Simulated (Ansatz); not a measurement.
Ni

Input file:

```
crystal:
  lattice:
    - [0.0, 2.0199134631, 1.4951897967]
    - [1.7620371993, 0.0, 1.4951897967]
    - [1.7620371993, 2.0199134631, 0.0]
  atoms:
    - { symbol: Ni, position: [0.0, 0.0, 0.0], spin: 0.75 }
basis:
  ecutwfc: 520.0
kpoints:
  mp_grid: { grid: [22, 22, 22] }
hamiltonian:
  xc: pbe
scf:
  occupations: { method: gaussian, width: 0.15 }
output:
  forces: true
  stress: true
  eigenvalues: true
  populations: true
  write_density: true
  write_potential: true
  elf: true
  volumetric_format: npy
magnetization:
  spin_polarized: true
```

Launched as:

```sh
ansatz run input.yaml --threads 1 --pin off --max-ram 2048MiB --backend cpu --events-out ev --progress --plain --runs-dir out
```

Below, planes, directions and counts refer to the conventional cell (a = 2.99 Å, b = 3.52 Å, c = 4.04 Å, α = 90.00°, β = 90.00°, γ = 90.00°).

Space group Fmmm; changed on purpose from its base cell (strain +e along x and -e along y -0.0733, strain +e along z and -e/2 along x and y -0.1500); computed pressure about 9 GPa in this cell; spin-polarised.

All numbers below come from DFT PBE, scalar-relativistic, plane waves, PAW in Ansatz.

### What will maps of the valence pseudo-density, electron localisation function and spin density show?

Ni–Ni (2.31 Å): ρ is about 0.4 e/Å³ halfway; the ELF is about 0.20 at the midpoint; no shared electron pair shows on this line.
The spin density sits on Ni: +0.6 μB (×4) in one cell of 4 atoms: parallel main moments, as they must be, since the calculation's own cell holds one magnetic site. The cell of the calculation (1 atoms) carries 0.5 μB of net spin moment.

### Metal or insulator at this level of theory?

It is metallic or semimetallic at this level of theory: no gap opens.

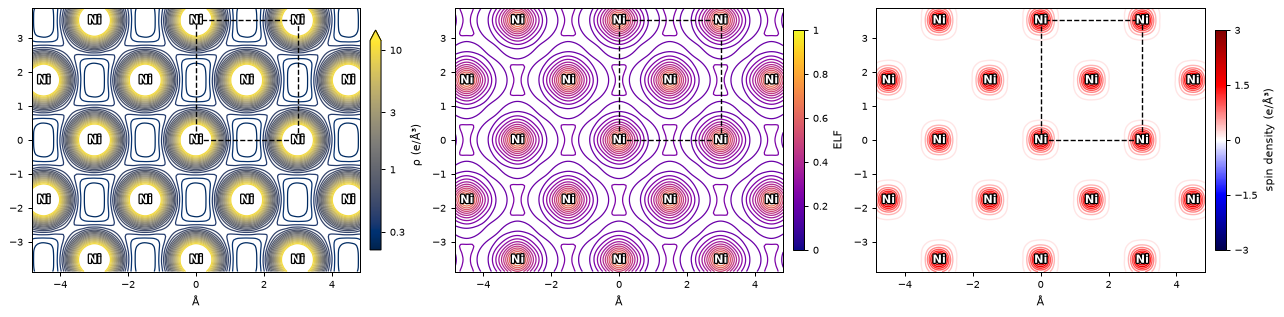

Computed valence pseudo-density, electron localisation function and spin density on the (001) plane of the conventional cell, in this order. 
